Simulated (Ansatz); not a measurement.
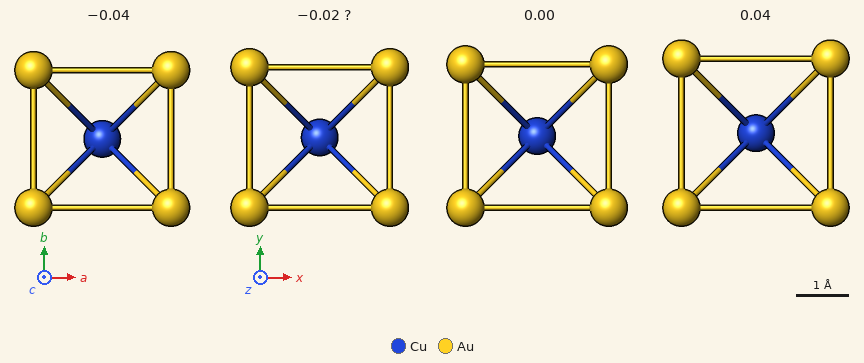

Energy scan for solid CuAu (P4/mmm), in which the cell is strained equally along x and y, with the atoms kept at their fractional coordinates. x, y and z are the Cartesian axes of the input. Style: ball-and-stick. Shown: the cell of the calculation, along the c axis.

Method: Ansatz 0.2.0, DFT PBEsol, scalar-relativistic, plane waves, PAW. Settings: plane-wave cutoff 420 eV; k-point mesh 18 × 18 × 14; occupations gaussian; smearing width 0.15 eV; no spin polarisation. Energies (free energies at the smearing named) are counted from the cell as listed in its source, which wasn't relaxed.

```
strain  E − E(ref) (meV/atom)
−0.040                   45.6
−0.030                   22.0
−0.020                      ?
−0.010                    0.2
 0.000                    0.0
 0.010                    6.0
 0.020                   17.4
 0.030                   33.9
 0.035                   43.9
 0.040                   54.9
```

Q: Estimate the missing energy from the other rows, and compare with the calculation.

A: A straight line between the two neighbours gives 11.1 meV/atom. A cubic through the four nearest rows (−0.040, −0.030, −0.010, 0.000) gives, with Lagrange weights, (−0.1667)(45.6) + (0.6667)(22.0) + (0.6667)(0.2) + (−0.1667)(0.0) = 7.2 meV/atom. The calculation gives 7.2 meV/atom, so the cubic is right to the digits shown and the straight line 3.9 meV/atom too high, as the curve bends upwards here.

The whole profile:

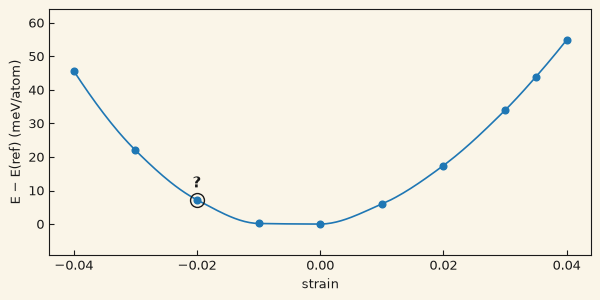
